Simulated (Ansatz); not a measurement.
**Energy of Ta3N along a strain of the cell**

System: Ta3N (C2/m, 4 atoms in the cell).
Method: DFT PBE, scalar-relativistic, plane waves, PAW, no spin polarisation (Ansatz 0.2.0).

The 9 runs differ only in the geometry, by a strain of the cell at fixed fractional positions. Against run 5, the strain is εxx = −0.98 η and εyy = η. The structure derives from a Materials Project entry.

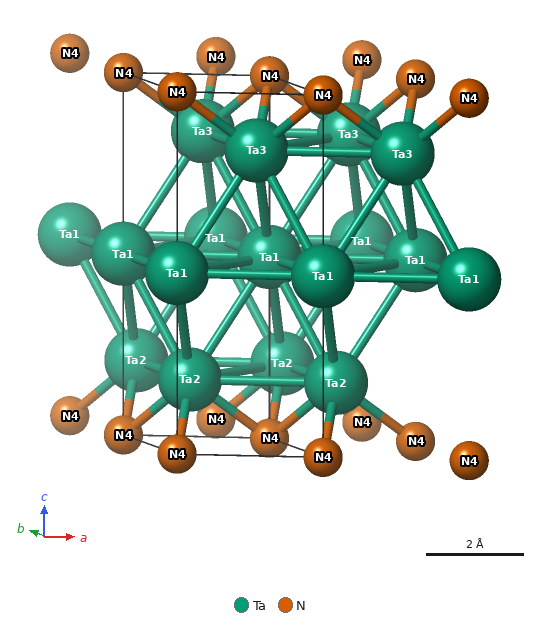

Figure 1. The structure of run 5 (ball-and-stick view of the cell of the calculation, repeated 2 × 2 × 1, seen slightly off an axis; atoms are numbered from 1 in the order of the input). An atom can appear more than once, as a periodic image.

**Input of run 5**
```yaml
crystal:
  lattice:
    - [3.0519925738, 0.0, 0.0]
    - [-1.5259962869, 2.5907644258, 0.0]
    - [0.0, 0.0, 7.5575881873]
  atoms:
    - { symbol: Ta, position: [0.0, 0.0, 0.5] }
    - { symbol: Ta, position: [0.3333333333, 0.6666666667, 0.1735950547] }
    - { symbol: Ta, position: [0.6666666667, 0.3333333333, 0.8264049453] }
    - { symbol: "N", position: [0.0, 0.0, 0.0] }
basis:
  ecutwfc: 420
kpoints:
  mp_grid: { grid: [18, 18, 6] }
hamiltonian:
  xc: pbe
scf:
  occupations: { method: gaussian, width: 0.15 }
output:
  forces: true
  stress: true
  eigenvalues: true
```

Command:
```bash
ansatz run input.yaml --threads 1 --pin off --max-ram 2560MiB --backend cpu --events-out ev --progress --plain --runs-dir out
```

Lattice vectors (Å) and fractional positions of run 5:
```
   3.051993    0.000000    0.000000
  -1.525996    2.590764    0.000000
   0.000000    0.000000    7.557588
Ta  0.000000  0.000000  0.500000
Ta  0.333333  0.666667  0.173595
Ta  0.666667  0.333333  0.826405
N   0.000000  0.000000  0.000000
```

Run 6 differs from it as follows:
```diff
-    - [3.0519925738, 0.0, 0.0]
-    - [-1.5259962869, 2.5907644258, 0.0]
+    - [2.9915570772, 0.0, 0.0]
+    - [-1.4957785386, 2.643103101, 0.0]
```

**Results, with one run withheld**

```csv
run,strain parameter η (%),"free energy per atom, from the lowest run given (meV)",pressure (GPa)
1,−3.0303,20.01,0.93
2,−2.5253,14.97,0.71
3,−2.0202,10.66,0.53
4,−1.0101,4.08,0.25
5,0.0000,0.00,0.07
6,2.0202,?,?
7,3.0303,4.28,0.26
8,4.0404,11.22,0.56
9,5.0505,20.98,0.99
```

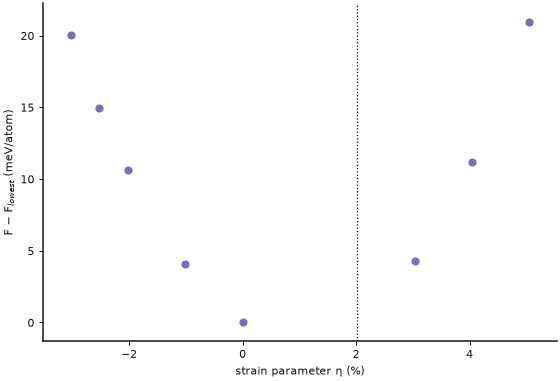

Figure 2. Free energy per atom of the runs given; the dotted line marks run 6.

Fit the runs given and predict run 6.

A cubic polynomial in the coordinate, fitted to the 8 runs given, misses them by at most 0.06 meV per atom. With x = η − 0.4419, it reads F = −0.88513 − 1.4676 x + 1.3251 x² + 0.0049322 x³ (meV per atom). At run 6 it gives 0.12 meV per atom, and the run itself gives 0.03. The fit has its minimum at η = 0.9940 %.

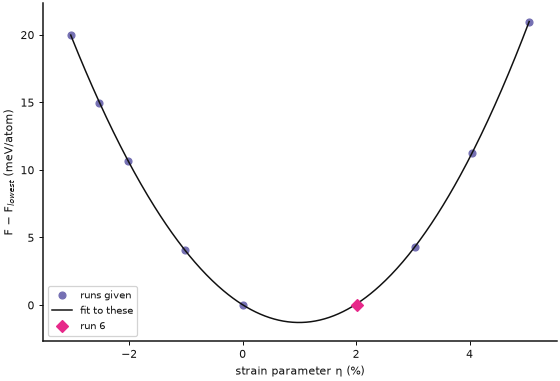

Figure 3. The fit and the withheld run.

**Output, shortened to warnings, some set-up lines, iterations and results (run 6)**
```
Basis set: ecut = 420 eV, 1169 PW (Γ), exchange–correlation on 40×48×108 points (8 copies of the dense FFT grid, shifted against one another)
Symmetry: 4 space group operations
k-points: 524 of 1944
Initial density: superposition of atomic densities (neutral atoms: chi_scale 0, normalization atom), corrected by the library's trained network
[...]
SCF iter   1: F=—  HF=-30182.603307 eV  |F-HF|=—  |Δ(HF+E_count)|=         —  Δρ=8.62e-3  dr2=9.87e-2  ethr=1.77e-3  ⟨swp⟩=4.9  Hψ=58259  notcnv=0
SCF iter   2: F=—  HF=-30182.594568 eV  |F-HF|=—  |Δ(HF+E_count)|=   8.74e-3  Δρ=4.44e-3  dr2=8.73e-3  ethr=2.24e-4  ⟨swp⟩=1.0  Hψ=18340  notcnv=0
SCF iter   3: F=—  HF=-30182.593300 eV  |F-HF|=—  |Δ(HF+E_count)|=   1.27e-3  Δρ=2.10e-3  dr2=2.35e-3  ethr=1.98e-5  ⟨swp⟩=1.0  Hψ=14138  notcnv=0
SCF iter   4: F=—  HF=-30182.592792 eV  |F-HF|=—  |Δ(HF+E_count)|=   5.08e-4  Δρ=2.70e-4  dr2=5.42e-5  ethr=5.35e-6  ⟨swp⟩=2.1  Hψ=16895  notcnv=0
SCF iter   5: F=—  HF=-30182.592794 eV  |F-HF|=—  |Δ(HF+E_count)|=   2.45e-6  Δρ=7.70e-5  dr2=3.35e-6  ethr=1.23e-7  ⟨swp⟩=2.0  Hψ=18900  notcnv=0
SCF iter   6: F=-30182.592793 eV  HF=-30182.592794 eV  |F-HF|=3.91e-8  |Δ(HF+E_count)|=   5.78e-7  Δρ=1.27e-5  dr2=9.96e-8  ethr=2.27e-10  ⟨swp⟩=4.0  Hψ=61906  notcnv=0
SCF 1 converged in 6 iterations: F = -30182.592793 eV  dr2 = 9.96e-8
SCF converged after 6 iterations
Free energy (F): -30182.592793 eV
Harris-Foulkes:  -30182.592794 eV  (|F-HF|=3.91e-8)
Internal energy: -30182.554703 eV  (E = F + TS)
E sigma→0 (E₀):  -30182.573748 eV
Entropy (-TS):   -0.038091 eV (-9.523 meV/atom)
Fermi energy:    18.908523 eV
--- Per-component energies (eV) ---
  E_band       = -298.225435
  E_kinetic    = 1229.025012
  E_local      = -1894.059769  (includes V_loc(G=0)·N_el)
  E_nonlocal   = 87.523187
  E_hartree    = 663.129051
  E_xc         = -715.968148
  E_vxc        = -689.236394  (∫ρ·V_xc dr)
  E_paw        = -25316.820097  (= ΣΔE_a)
  E_vpaw       = -357.732524  (= ΣTr[D̂ρ^β])
  E_aug_tail   = 0.000550  (compensation charges beyond the density's cutoff)
  E_ewald      = -4235.384490
  E_smearing   = -0.038091  (= −TS)
  E_closure    = 0.000000  (closes the sum)
  Σ components = -30182.592793   (vs F -30182.592793, Δ=0.00e0)
--- Forces (eV/Å), atoms counted from 1 ---
  atom   1  Ta     0.00000000     0.00000000     0.00000000
  atom   2  Ta     0.00000000    -0.07671871     0.00921742
  atom   3  Ta     0.00000000     0.07671871    -0.00921742
  atom   4  N      0.00000000     0.00000000     0.00000000
  max |Σ_I F_I| component: 0.00e0 eV/Å
--- Stress (GPa, compression-positive) ---
        1.594043       0.000000       0.000000
        0.000000      -1.492244       0.261337
        0.000000       0.261336       0.105779
  P = ⅓ Tr σ = 0.0692 GPa (0.692 kbar)
```

Notes: Spin–orbit coupling is left out, which matters for Ta.
